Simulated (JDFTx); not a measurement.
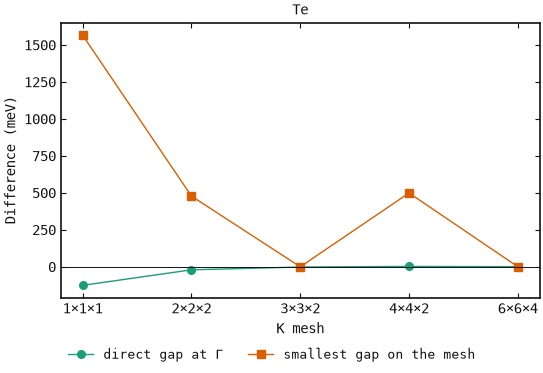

Gaps of Te, space group P3_121, 3 atoms in the cell (a = 4.454 Å, c = 5.924 Å (hexagonal axes)) as the k mesh is raised, all else fixed. The plot shows differences from the last run. Method: LDA, PseudoDojo-SR-LDA-0.4.1-standard, no spin polarisation, no spin-orbit coupling, 1088 eV cutoff, Fermi-Dirac smearing of 0.05 eV (JDFTx 1.7.0 (patched build)).

Which k mesh is enough for 10 meV?

Answer. The direct gap at Γ starts −126 meV from the last run and stays within 10 meV of it from 3×3×2 on. The smallest gap on the mesh also hangs on how near the points fall to the band edges: over the last three meshes it lies between 0.121 and 0.620 eV, so it isn't settled to 10 meV.

| k mesh | direct gap at Γ (eV) | smallest gap on the mesh (eV) |
| --- | --- | --- |
| 1×1×1 | 1.688 | 1.687 |
| 2×2×2 | 1.793 | 0.599 |
| 3×3×2 | 1.812 | 0.121 |
| 4×4×2 | 1.816 | 0.620 |
| 6×6×4 | 1.814 | 0.122 |

Spin-orbit coupling is left out, which matters for Te. LDA, GGA and most meta-GGA functionals understate gaps.
